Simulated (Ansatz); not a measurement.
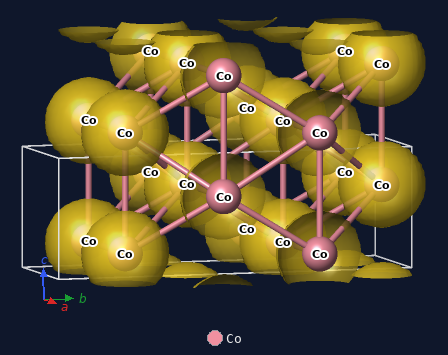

*Co. Isosurface of the valence pseudo-density at 1 e/Å³ (yellow), seen slightly off an axis. Sticks mark near contacts.*

Space group Cmcm; set up as Co, beta-Sn type; a generated structure, not necessarily the stable one; changed on purpose from its base cell (volume × 0.88); computed pressure about 39 GPa in this cell; computed without spin polarisation.

These are results of Ansatz 0.2.0, DFT, PBE, plane waves (420 eV) with PAW, scalar-relativistic, not measurements.

```
Co
1.0
     0.34762    0.34762   -2.26341
    -5.01447    5.01447    0.00000
     1.61145    1.61145    0.49504
Co
4
Direct
  0.50000 0.86377 0.75000
  0.00000 0.36377 0.75000
  0.50000 0.13623 0.25000
  0.00000 0.63623 0.25000
```

> Which contacts does the surface bridge?

At this value the density breaks into separate islands; it holds about 80 % of the electrons treated as valence (semicore included). It bridges none of the near contacts. It is pinched off along the shortest Co–Co (2.26 Å) and Co–Co (2.30 Å) contacts. On the grid the lowest density along these lines, outside the cores, is 0.52 e/Å³ (Co–Co, 2.26 Å) and 0.49 e/Å³ (Co–Co, 2.30 Å).

> Metal or insulator at this level of theory?

It is metallic or semimetallic at this level of theory: no gap opens.
